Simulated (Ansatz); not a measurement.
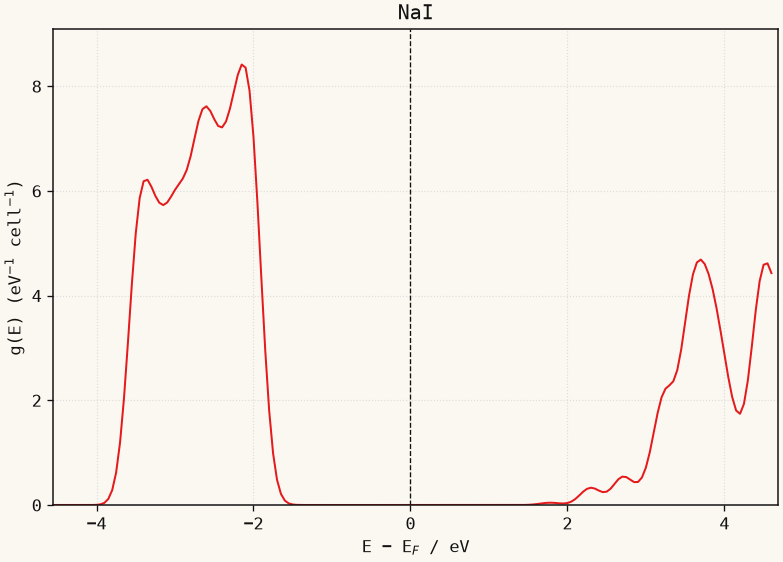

Density of states. Energies are counted from the Fermi level. The curve is built from the levels of the k mesh with Gaussians 0.3 eV wide, which also blur the band edges.

Structure: NaI, space group P2_1/m (No. 11), 4 atoms in the cell, wurtzite type, shear (xy) strain +5.8%; a = 5.42 Å, b = 5.28 Å, c = 6.46 Å, α = 90.00°, β = 90.00°, γ = 117.49°.

Ansatz 0.2.0; DFT, PBE, plane waves, PAW, no spin polarisation, 6×6×4 k mesh, 420 eV cutoff.

Metal or insulator, going by the density of states?

There is a gap; over the k points computed it is 3.56 eV (direct among those points).

Where is the tallest peak of the filled states in the window?

Within the window shown, the tallest peak of the filled states lies 0.4 eV under the valence-band top, at about 8.4 states per eV and cell.

How wide is the upper valence band?

The upper group of valence states starts about 1.8 eV under the valence-band top (which lies at −1.8 eV on this axis), with a gap beneath it; it holds about 12 electrons a cell.

Spin-orbit coupling is left out, which matters for I.
